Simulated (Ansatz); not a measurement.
**Si: one change and its effect**

System: Si (P6/mmm, 2 atoms in the cell).
Method of the first run: Kohn-Sham DFT of a periodic cell, B3LYP, Ansatz PAW, no spin polarisation (Ansatz 0.2.0).

The structure was built on a prototype by a generator; it need not be a known phase. Text and figures count atoms from 1; the logs count them from 0 in places.

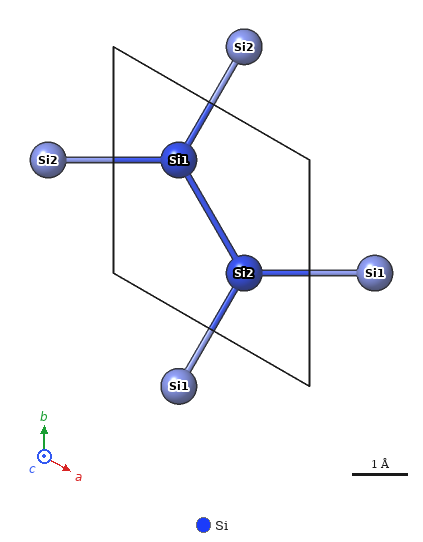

**Figure 1.** The structure (ball-and-stick view of the cell of the calculation, along the c axis; neighbours outside the cell are drawn fainter; atoms are numbered from 1 in the order of the input).

Input, the first run:
```yaml
crystal:
  lattice:
    - [4.12095, 0.0, 0.0]
    - [-2.06047, 3.56885, 0.0]
    - [0.0, 0.0, 2.65479]
  atoms:
    - { symbol: Si, position: [0.33333, 0.66667, 0.5] }
    - { symbol: Si, position: [0.66667, 0.33333, 0.5] }
hamiltonian:
  xc: b3lyp
  pseudopotentials: { kind: paw }
kpoints:
  mp_grid: { grid: [4, 4, 5] }
scf:
  occupations: { method: fermi_dirac, width: 0.05 }
output:
  forces: true
  stress: true
  eigenvalues: true
  write_density: true
  write_potential: true
  elf: true
  volumetric_format: npy
```

Hardware: 1 × NVIDIA H100 80GB HBM3, 2 threads of AMD EPYC (Zen 3), 1656 GiB of memory available, shared host.

Output, shortened to warnings, some set-up lines, iterations and results (the first run):
```
Warning: the atoms were moved onto the symmetric positions of the space group found under crystal.symmetry.tolerance 1.0e-5 (fractional; no operation is sought that the atoms, as they stand in a round, miss by more than twice it, and no atom is moved by as much as it), and the run uses the moved positions. Before a round's move an operation carried an atom to 4.12e-5 Å from where it should land, …
Warning: output.stress: scf.convergence.dr2_threshold = 1e-7 eV (the SCF's general default) is looser than the 2e-10 eV advised for a printed stress (1e-10 eV for each atom of the cell: 2). What an SCF threshold leaves in a stress goes as its square root, and in the free energy as the threshold itself, and one threshold admits the most on a small cell: of the crystals measured, under no hybrid …
Warning: output.stress: scf.exx.energy_threshold = 1e-6 eV is looser than the 2e-8 eV advised for a stress under a hybrid functional (1e-8 eV for each atom of the cell: 2). Every SCF of the exchange loop can meet its threshold on dr2 while the loop round them stops early: no threshold on dr2 bounds what that leaves in the stress. Set scf.exx.energy_threshold to 2e-8 eV or tighter. The threshold …
Basis set: ecut = 420 eV, 765 PW (Γ), exchange–correlation on 60×60×36 points (8 copies of the dense FFT grid, shifted against one another)
Symmetry: 24 space group operations
k-points: 12 of 80
Initial density: superposition of atomic densities (neutral atoms: chi_scale 0, normalization atom), corrected by the library's trained network
[...]
SCF iter   1: F=—  HF=-1277.339638 eV  |F-HF|=—  |Δ(HF+E_count)|=         —  Δρ=9.74e-3  dr2=4.86e-2  ethr=1.77e-3  ⟨swp⟩=9.0  Hψ=502  notcnv=0
SCF iter   2: F=—  HF=-1277.322298 eV  |F-HF|=—  |Δ(HF+E_count)|=   1.73e-2  Δρ=3.53e-3  dr2=6.17e-3  ethr=6.08e-4  ⟨swp⟩=3.0  Hψ=205  notcnv=0  defer=1
SCF iter   3: F=—  HF=-1277.320528 eV  |F-HF|=—  |Δ(HF+E_count)|=   1.77e-3  Δρ=4.46e-4  dr2=6.85e-5  ethr=8.35e-7  ⟨swp⟩=3.0  Hψ=430  notcnv=0
SCF iter   4: F=—  HF=-1277.320521 eV  |F-HF|=—  |Δ(HF+E_count)|=   6.57e-6  Δρ=9.51e-5  dr2=4.06e-6  ethr=8.35e-7  ⟨swp⟩=2.2  Hψ=152  notcnv=0
SCF iter   5: F=—  HF=-1277.320521 eV  |F-HF|=—  |Δ(HF+E_count)|=   7.58e-8  Δρ=5.96e-5  dr2=1.30e-6  ethr=5.08e-8  ⟨swp⟩=2.8  Hψ=161  notcnv=0
[... 12 lines ...]
SCF iter   2: F=—  HF=-1278.800641 eV  |F-HF|=—  |Δ(HF+E_count)|=   2.50e-7  Δρ=1.44e-5  dr2=2.31e-6  ethr=7.42e-9  ⟨swp⟩=2.5  Hψ=157  notcnv=0
SCF iter   3: F=—  HF=-1278.800668 eV  |F-HF|=—  |Δ(HF+E_count)|=   2.64e-5  Δρ=2.74e-5  dr2=3.81e-7  ethr=4.07e-10  ⟨swp⟩=4.6  Hψ=253  notcnv=0
SCF iter   4: F=—  HF=-1278.800668 eV  |F-HF|=—  |Δ(HF+E_count)|=   1.47e-7  Δρ=4.21e-6  dr2=3.64e-8  ethr=4.07e-10  ⟨swp⟩=3.8  Hψ=221  notcnv=0
SCF iter   5: F=-1278.800668 eV  HF=-1278.800668 eV  |F-HF|=3.54e-9  |Δ(HF+E_count)|=   1.94e-7  Δρ=3.68e-6  dr2=7.60e-9  ethr=6.14e-11  ⟨swp⟩=4.2  Hψ=241  notcnv=0  defer=1
SCF 3 converged in 5 iterations: F = -1278.800668 eV  dr2 = 7.60e-9
  Residual-converged pass: ⟨swp⟩=2.8  Hψ=167  notcnv=0  max |occ|·‖R‖ = 2.4e-6 eV (tolerance 2.4e-6 eV)  dr2=7.61e-9  dr2_onsite=3.97e-11  max |Δocc| = 8.5e-15
hybrid outer 2: dexx = +1.499e-8 eV, tail = 1.54e-8 eV, Δε = 2.63e-4 eV (about 4.72e-5 eV left of the loop's levels)
hybrid SCF converged: 2 outer / 12 inner (+7 warm-up), last move |dexx| = 1.50e-8 eV, tail = 1.54e-8 eV
Stability not checked: this state was not tested for a lower state beside it, because the functional holds exact exchange (a hybrid, or Hartree-Fock), whose exchange loop this test does not read (fock_operator; see scf.lower_state_search)
Free energy (F): -1278.800668 eV
Frozen-core exchange: fock
Harris-Foulkes:  -1278.800668 eV  (|F-HF|=3.54e-9)
Internal energy: -1278.800577 eV  (E = F + TS)
E sigma→0 (E₀):  -1278.800623 eV
Entropy (-TS):   -0.000090 eV (-0.045 meV/atom)
Fermi energy:    6.815655 eV
--- Per-component energies (eV) ---
  E_band       = 5.895200
  E_kinetic    = 80.082888
  E_local      = -51.392873  (includes V_loc(G=0)·N_el)
  E_nonlocal   = 52.949384
  E_hartree    = 14.155179
  E_xc         = -90.009666
  E_vxc        = -75.227797  (∫ρ·V_xc dr)
  E_exx        = -11.148478  (= α·E_x^exact, valence–valence)
  E_paw        = -1042.114422  (= ΣΔE_a)
  E_vpaw       = -6.530108  (= ΣTr[D̂ρ^β])
  E_aug_tail   = 0.000013  (compensation charges beyond the density's cutoff)
  E_ewald      = -231.269833
  E_core_change = -0.052770  (= ΣΔE_core)
  E_smearing   = -0.000090  (= −TS)
  E_closure    = 0.000000  (closes the sum)
  Σ components = -1278.800668   (vs F -1278.800668, Δ=0.00e0)
--- Forces (eV/Å), atoms counted from 1 ---
  atom   1  Si     0.00000000     0.00000000     0.00000000
  atom   2  Si     0.00000000    -0.00000000     0.00000000
  max |Σ_I F_I| component: 7.40e-17 eV/Å
--- Stress (GPa, compression-positive) ---
        4.647763      -0.000000       0.000000
       -0.000000       4.647763       0.000000
        0.000000       0.000000      -5.965464
  P = ⅓ Tr σ = 1.1100 GPa (11.100 kbar)
```

For the second run the input was changed thus:
```diff
-  xc: b3lyp
+  xc: r2scan0
```

How does the second run compare with the first run?

The total energies belong to different methods, so their difference says nothing on which is more stable or more accurate. The pressure goes from 1.11 to −3.10 GPa. The functional changes from b3lyp to r2scan0. The SCF takes 12 iterations against 19. The default cutoff goes from 420 to 500 eV with the change. The plane waves at Γ go from 765 to 987.

Output, shortened to warnings, some set-up lines, iterations and results (the second run):
```
Warning: the atoms were moved onto the symmetric positions of the space group found under crystal.symmetry.tolerance 1.0e-5 (fractional; no operation is sought that the atoms, as they stand in a round, miss by more than twice it, and no atom is moved by as much as it), and the run uses the moved positions. Before a round's move an operation carried an atom to 4.12e-5 Å from where it should land, …
Warning: output.stress: scf.convergence.dr2_threshold = 1e-7 eV (the SCF's general default) is looser than the 2e-10 eV advised for a printed stress (1e-10 eV for each atom of the cell: 2). What an SCF threshold leaves in a stress goes as its square root, and in the free energy as the threshold itself, and one threshold admits the most on a small cell: of the crystals measured, under no hybrid …
Warning: output.stress: scf.exx.energy_threshold = 1e-6 eV is looser than the 2e-8 eV advised for a stress under a hybrid functional (1e-8 eV for each atom of the cell: 2). Every SCF of the exchange loop can meet its threshold on dr2 while the loop round them stops early: no threshold on dr2 bounds what that leaves in the stress. Set scf.exx.energy_threshold to 2e-8 eV or tighter. The threshold …
Basis set: ecut = 500 eV, 987 PW (Γ), exchange–correlation on 128×128×80 points (64 copies of the dense FFT grid, shifted against one another)
Symmetry: 24 space group operations
k-points: 12 of 80
Initial density: superposition of atomic densities (neutral atoms: chi_scale 0, normalization atom), corrected by the library's trained network
[...]
SCF iter   1: F=—  HF=-1277.309214 eV  |F-HF|=—  |Δ(HF+E_count)|=         —  Δρ=7.90e-3  dr2=3.50e-2  dr2_τ=7.70e-3  ethr=1.77e-3  ⟨swp⟩=8.8  Hψ=506  notcnv=0
SCF iter   2: F=—  HF=-1277.313545 eV  |F-HF|=—  |Δ(HF+E_count)|=   4.33e-3  Δρ=3.10e-3  dr2=4.54e-3  dr2_τ=6.86e-6  ethr=4.37e-4  ⟨swp⟩=3.2  Hψ=208  notcnv=0
SCF iter   3: F=—  HF=-1277.312637 eV  |F-HF|=—  |Δ(HF+E_count)|=   9.08e-4  Δρ=2.73e-4  dr2=2.09e-5  dr2_τ=3.68e-7  ethr=2.59e-7  ⟨swp⟩=3.6  Hψ=430  notcnv=0
SCF iter   4: F=—  HF=-1277.312646 eV  |F-HF|=—  |Δ(HF+E_count)|=   8.72e-6  Δρ=6.83e-5  dr2=1.04e-6  dr2_τ=1.90e-8  ethr=2.59e-7  ⟨swp⟩=2.1  Hψ=149  notcnv=0
SCF iter   5: F=-1277.312647 eV  HF=-1277.312647 eV  |F-HF|=6.73e-9  |Δ(HF+E_count)|=   1.35e-6  Δρ=8.61e-6  dr2=3.44e-8  dr2_τ=3.18e-10  ethr=1.30e-8  ⟨swp⟩=3.2  Hψ=200  …
[... 5 lines ...]
SCF iter   5: F=-1276.807834 eV  HF=-1276.807834 eV  |F-HF|=1.72e-7  |Δ(HF+E_count)|=   2.11e-5  Δρ=3.84e-5  dr2=6.87e-7  dr2_τ=1.84e-9  ethr=1.06e-8  ⟨swp⟩=4.3  Hψ=335  …
SCF 2 stopped early in 5 iterations: F = -1276.807834 eV  dr2 = 6.87e-7
SCF iter   1: F=—  HF=-1276.807842 eV  |F-HF|=—  |Δ(HF+E_count)|=         —  Δρ=9.03e-6  dr2=3.39e-8  dr2_τ=2.62e-10  ethr=1.13e-7  ⟨swp⟩=4.3  Hψ=235  notcnv=0
SCF iter   2: F=-1276.807842 eV  HF=-1276.807842 eV  |F-HF|=1.09e-9  |Δ(HF+E_count)|=   5.39e-8  Δρ=3.42e-6  dr2=2.45e-9  dr2_τ=2.47e-11  ethr=2.82e-10  ⟨swp⟩=3.8  Hψ=213  …
SCF 3 converged in 2 iterations: F = -1276.807842 eV  dr2 = 2.45e-9
  Residual-converged pass: ⟨swp⟩=3.2  Hψ=180  notcnv=0  max |occ|·‖R‖ = 2.1e-6 eV (tolerance 2.4e-6 eV)  dr2=2.47e-9  dr2_τ=2.48e-11  dr2_onsite=1.27e-10  max |Δocc| = 1.3e-15
hybrid outer 2: dexx = +6.793e-8 eV, tail = 5.34e-9 eV, Δε = 4.02e-4 eV (about 3.31e-5 eV left of the loop's levels)
hybrid SCF converged: 2 outer / 7 inner (+5 warm-up), last move |dexx| = 6.79e-8 eV, tail = 5.34e-9 eV
Stability not checked: this state was not tested for a lower state beside it, because the functional holds exact exchange (a hybrid, or Hartree-Fock), whose exchange loop this test does not read (fock_operator; see scf.lower_state_search)
Free energy (F): -1276.807842 eV
Frozen-core exchange: fock
Harris-Foulkes:  -1276.807842 eV  (|F-HF|=1.09e-9)
Internal energy: -1276.807819 eV  (E = F + TS)
E sigma→0 (E₀):  -1276.807830 eV
Entropy (-TS):   -0.000024 eV (-0.012 meV/atom)
Fermi energy:    6.571407 eV
--- Per-component energies (eV) ---
  E_band       = 0.590937
  E_kinetic    = 79.011105
  E_local      = -46.589511  (includes V_loc(G=0)·N_el)
  E_nonlocal   = 49.190243
  E_hartree    = 13.261460
  E_xc         = -80.103392
  E_vxc        = -76.103900  (∫ρ·V_xc dr)
  E_exx        = -13.869571  (= α·E_x^exact, valence–valence)
  E_paw        = -1046.221059  (= ΣΔE_a)
  E_vpaw       = -6.145606  (= ΣTr[D̂ρ^β])
  E_aug_tail   = 0.000010  (compensation charges beyond the density's cutoff)
  E_vtau       = 2.444905  (kinetic-family band-sum trace: ∫τ·v_τ [+ j·A + Jᵃ·Aᵃ] dr)
  E_ewald      = -231.269833
  E_core_change = -0.217271  (= ΣΔE_core)
  E_smearing   = -0.000024  (= −TS)
  E_closure    = 0.000000  (closes the sum)
  Σ components = -1276.807842   (vs F -1276.807842, Δ=0.00e0)
--- Forces (eV/Å), atoms counted from 1 ---
  atom   1  Si     0.00000000     0.00000000     0.00000000
  atom   2  Si    -0.00000000    -0.00000000     0.00000000
  max |Σ_I F_I| component: 3.70e-17 eV/Å
--- Stress (GPa, compression-positive) ---
        0.937922      -0.000000       0.000000
       -0.000000       0.937922       0.000000
        0.000000       0.000000     -11.176266
  P = ⅓ Tr σ = -3.1001 GPa (-31.001 kbar)
```

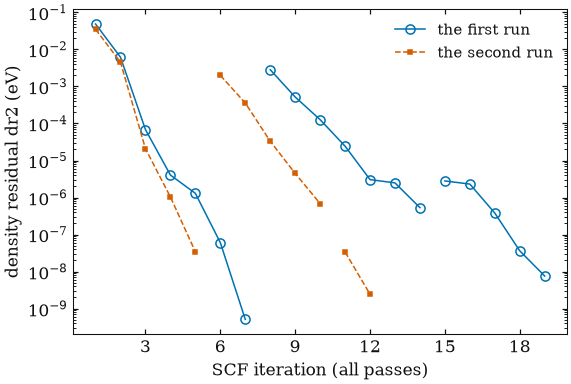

**Figure 2.** Convergence of the two runs: density residual dr2 against the SCF iteration. A break in a curve parts two SCF passes. The first run takes 19 iterations in all, and the second run takes 12.

The two runs side by side:

```tsv
quantity	the first run	the second run
outcome	converged	converged
free energy per atom (eV)	−639.4003	−638.4039
gap on the mesh (eV)	0.00	0.00
pressure (GPa)	1.11	−3.10
largest force (eV/Å)	0.000	0.000
SCF iterations	19	12
irreducible k-points	12	12
plane waves at Γ	765	987
wall time (shared host)	11 s	12 s
```

For both runs: Warnings: the exchange loop's threshold is looser than advised for the stress; the SCF threshold is looser than advised for the printed stress; the structure was made exactly symmetric. For the first run: Points of doubt noted for this run: forces on files of another functional.
